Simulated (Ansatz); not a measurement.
Consider La₂O₃.

```
CELL_PARAMETERS angstrom
6.25736 0.00000 0.00000
-3.12868 5.41904 0.00000
0.00000 0.00000 15.80744
ATOMIC_POSITIONS crystal
La 0.33333 0.66667 0.02828
La 0.00000 0.00000 0.36161
La 0.66667 0.33333 0.69494
La 0.00000 0.00000 0.13839
La 0.66667 0.33333 0.47172
La 0.33333 0.66667 0.80506
La 0.33333 0.66667 0.30506
La 0.00000 0.00000 0.63839
La 0.66667 0.33333 0.97172
La 0.66667 0.33333 0.19494
La 0.33333 0.66667 0.52828
La 0.00000 0.00000 0.86161
O 0.28664 0.00000 0.25000
O 0.95331 0.33333 0.58333
O 0.61997 0.66667 0.91667
O 0.00000 0.28664 0.25000
O 0.66667 0.61997 0.58333
O 0.33333 0.95331 0.91667
O 0.71336 0.71336 0.25000
O 0.38003 0.04669 0.58333
O 0.04669 0.38003 0.91667
O 0.38003 0.33333 0.08333
O 0.04669 0.66667 0.41667
O 0.71336 0.00000 0.75000
O 0.66667 0.04669 0.08333
O 0.33333 0.38003 0.41667
O 0.00000 0.71336 0.75000
O 0.95331 0.61997 0.08333
O 0.61997 0.95331 0.41667
O 0.28664 0.28664 0.75000
```

Space group R-3c; a generated structure, not necessarily the stable one.

The calculation used DFT PBE, scalar-relativistic, plane waves, PAW in Ansatz 0.2.0.

**What will maps of the valence pseudo-density and electron localisation function show?**

La–O (2.52 Å): the density is about 0.38 e/Å³ at the midpoint, with its minimum of 0.34 e/Å³ about 1.4 Å from La; the ELF is about 0.20 at the midpoint: a largely ionic contact.
Bader's partition of the density gives La +2.03 and O −1.35 e.

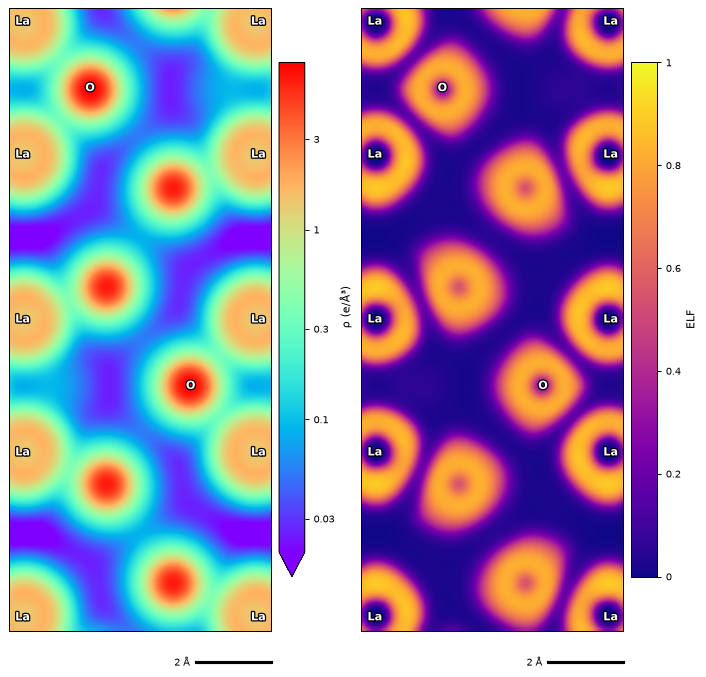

Computed valence pseudo-density and electron localisation function on the (010) plane of the conventional cell, in this order. Atoms just off the plane (O, 0.3 Å away) can leave unmarked features too.
